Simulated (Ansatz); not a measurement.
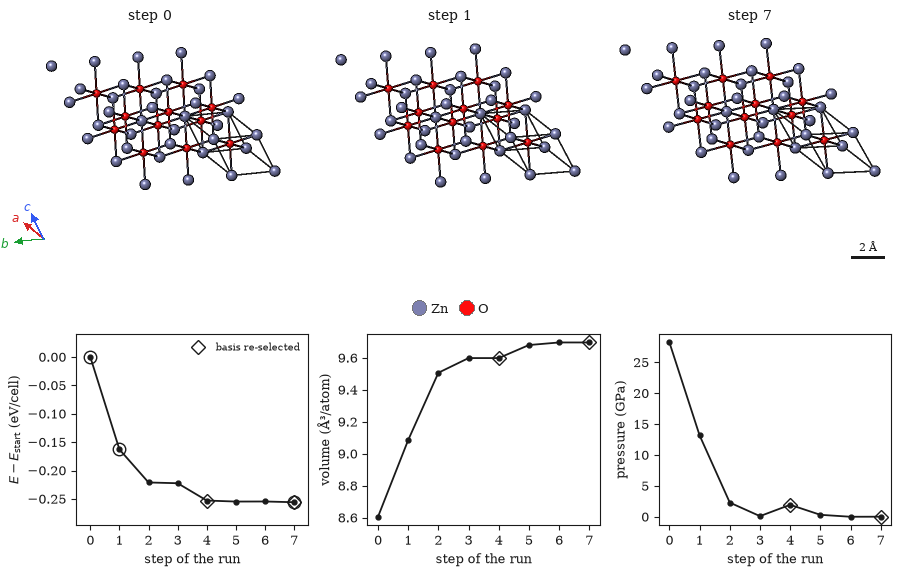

Frames of a relaxation of crystalline ZnO (a generated structure, set up in R-3m) (coarse preliminary run), marked on the history of the run. A ball-and-stick model of the cell of the calculation, repeated 2 × 3 × 2 with one cell outlined, seen from a free direction.

Case: Co → Zn on all its sites, cell and atoms relaxed.

These are results of DFT PBEsol, scalar-relativistic, plane waves, PAW in Ansatz 0.2.0, not measurements. Settings: plane-wave cutoff 420 eV; k-point mesh 12 × 12 × 12; occupations gaussian; smearing width 0.1 eV; no spin polarisation; cell and atoms relaxed; force threshold 0.05 eV/Å; at most 60 steps.

Question: Describe the path.

Answer: The energy falls by 0.256 eV per cell of the calculation in 5 accepted moves (7 points after the start). All forces vanish by symmetry, so only the cell relaxes. Pressure: 28.22 GPa at the start and 0.02 GPa at the end. The SCF was repeated twice at an unchanged geometry on a basis and grid sized afresh for the cell, which shifted the energy by 30.5 meV per cell of the calculation at most. The atoms keep their places relative to the cell (all moves are under 0.005 Å). The drawn cell changes as follows: a = b = c 2.794 → 3.015 Å (+7.9 %), α 65.3° → 60.0°, β 65.3° → 60.0°, γ 65.3° → 60.0°; the volume changes by +12.7 %. Near-neighbour distances that change, for instance: O–Zn 2.056 → 2.132 Å. Bond angles that change, for instance: Zn–O–Zn 94.4° → 90.0°, Zn–O–Zn 85.6° → 90.0°, O–Zn–O 85.6° → 90.0°. The space group (tolerance 0.01 Å) goes from R-3m (No. 166) to Fm-3m (No. 225). From step 0 to 1: volume +5.6 %, energy −0.163 eV per cell of the calculation. From step 1 to 7: volume +6.7 %, energy −93.0 meV per cell of the calculation.

```tsv
step	E − E(0), meV/atom	pressure, GPa	volume, Å³/atom	note
0	0.00	28.22	8.606	
1	-81.41	13.17	9.086	
2	-110.52	2.30	9.507	
3	-111.20	0.11	9.599	
4	-126.44	1.94	9.599	same geometry, new basis
5	-127.34	0.32	9.680	
6	-127.28	0.01	9.696	
7	-127.93	0.02	9.696	same geometry, new basis
```
